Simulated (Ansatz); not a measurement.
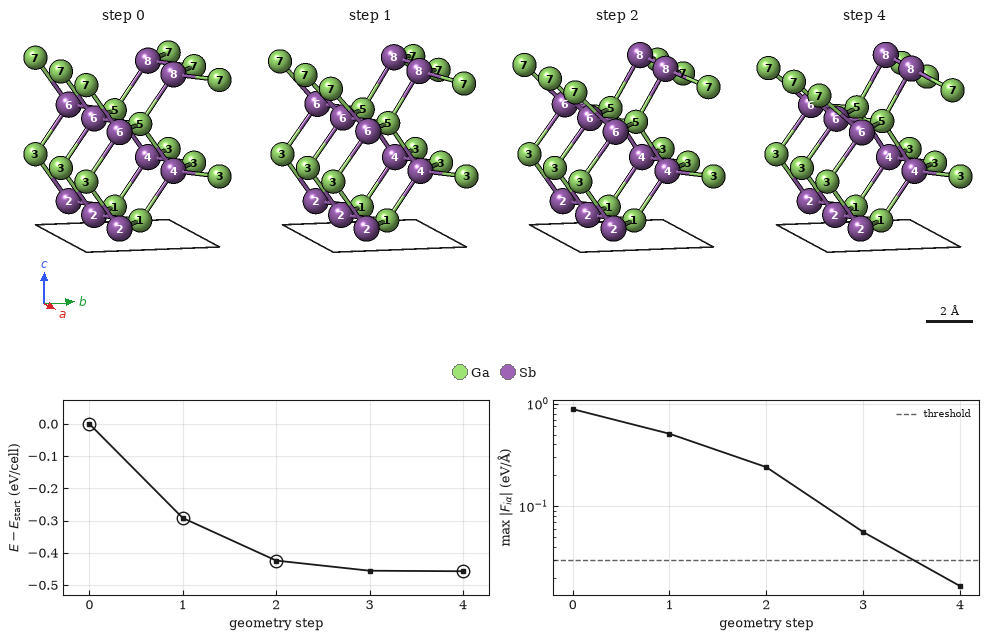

Frames of a constrained relaxation of a slab of composition GaSb (cut from the F-43m phase), marked on the history of the run. Style: ball-and-stick. Shown: the 2 × 1 repeat of the cell, outlined in the plane, without the vacuum, slightly off an axis.

Case: clean slab, lower half held. The slab is the (1 1 0) face of GaSb. 4 atoms are held fixed.

These are results of Ansatz, DFT PBEsol, scalar-relativistic, plane waves, PAW, not measurements.

Input
```yaml
crystal:
  lattice:
    - [4.321290898, 0.0, 0.0]
    - [0.0, 6.1112281949, 0.0]
    - [0.0, 0.0, 23.481936347]
  atoms:
    - { symbol: Ga, position: [0.5, 0.5, 0.3619803697] }
    - { symbol: Sb, position: [0.0, 0.25, 0.3619803697] }
    - { symbol: Ga, position: [0.0, 0.0, 0.4539934566] }
    - { symbol: Sb, position: [0.5, 0.75, 0.4539934566] }
    - { symbol: Ga, position: [0.5, 0.5, 0.5460065434] }
    - { symbol: Sb, position: [0.0, 0.25, 0.5460065434] }
    - { symbol: Ga, position: [0.0, 0.0, 0.6380196303] }
    - { symbol: Sb, position: [0.5, 0.75, 0.6380196303] }
basis:
  ecutwfc: 420
kpoints:
  mp_grid: { grid: [7, 5, 1] }
hamiltonian:
  xc: pbesol
scf:
  occupations: { method: gaussian, width: 0.1 }
output:
  forces: true
  eigenvalues: true
  write_density: true
  write_potential: true
  elf: true
  volumetric_format: npy
relax:
  adjacent_minimum: "off"
  f_tol: 0.03
  max_steps: 70
  constraints: [{ sites: [0, 1, 2, 3] }]
efield:
  axis: 3
  dipole_correction: true
  ramp_width: 0.04
```

Command:
```bash
ansatz run input.yaml --threads 4 --pin off --max-ram 10240MiB --backend cpu --events-out ev --progress --plain --runs-dir out
```

What happens along the run?

The largest move is that of Ga7, 0.58 Å at 39° to the normal (−c side). By element the largest moves are Ga 0.58 Å, Sb 0.30 Å. The cell stays as it was. Near-neighbour distances that change, for instance: Sb4–Ga5 2.646 → 2.723 Å, Sb6–Ga7 2.646 → 2.606 Å, Ga3–Sb6 2.646 → 2.667 Å, Ga7–Sb8 2.646 → 2.626 Å. Among the angles between lasting bonds that change: Ga5–Sb8–Ga7 109.5° → 90.8°, Ga3–Sb6–Ga7 109.5° → 95.0°, Sb6–Ga7–Sb8 109.5° → 123.7°. The energy falls by 0.457 eV per cell of the calculation in 4 geometry steps. The largest force component goes from 0.89 to 0.017 eV/Å. From step 0 to 1: Ga7 moves most (0.19 Å), energy −0.292 eV per cell of the calculation. From step 1 to 2: Ga7 moves most (0.19 Å), energy −0.132 eV per cell of the calculation. From step 2 to 4: Ga7 moves most (0.19 Å), energy −33.1 meV per cell of the calculation.

| step | E − E(0), meV/atom | largest force component, eV/Å |
| --- | --- | --- |
| 0 | 0.00 | 0.8855 |
| 1 | -36.49 | 0.5091 |
| 2 | -53.00 | 0.2404 |
| 3 | -56.93 | 0.0560 |
| 4 | -57.14 | 0.0166 |
